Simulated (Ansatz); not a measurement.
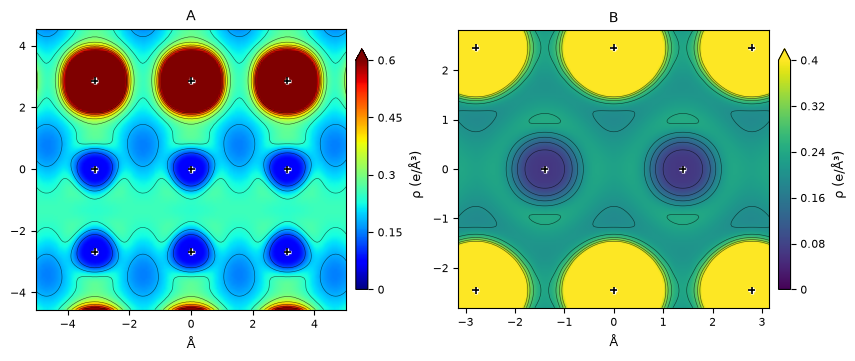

The valence charge density (pseudo) of 2 systems, each on a plane through atoms (crosses mark nuclei in the plane).

All numbers below come from DFT PBEsol, scalar-relativistic, plane waves, PAW (Ansatz 0.2.0).

System 1: Al2Ru, the (100) plane of the conventional cell. Space group I4/mmm; a structure from a database of computed crystals, not necessarily the ambient phase; computed without spin polarisation.

System 2: TiAl, the (101̄) plane of the conventional cell. Space group P4/mmm; computed without spin polarisation.

```yaml
crystal:
  lattice:
    - [2.79516, 0.00000, 0.00000]
    - [0.00000, 2.79516, 0.00000]
    - [0.00000, 0.00000, 4.03874]
  atoms:
    - { symbol: Ti, position: [0.00000, 0.00000, 0.00000] }
    - { symbol: Al, position: [0.50000, 0.50000, 0.50000] }
```

Match each panel to its system.

Panel A is system 1, Al2Ru: the plane holds Al and Ru. Al–Al (2.67 Å): ρ at the midpoint is about 0.24 e/Å³. Panel B is system 2, TiAl: the plane holds Ti and Al. Al–Al (2.80 Å): the density is about 0.23 e/Å³ at the midpoint.
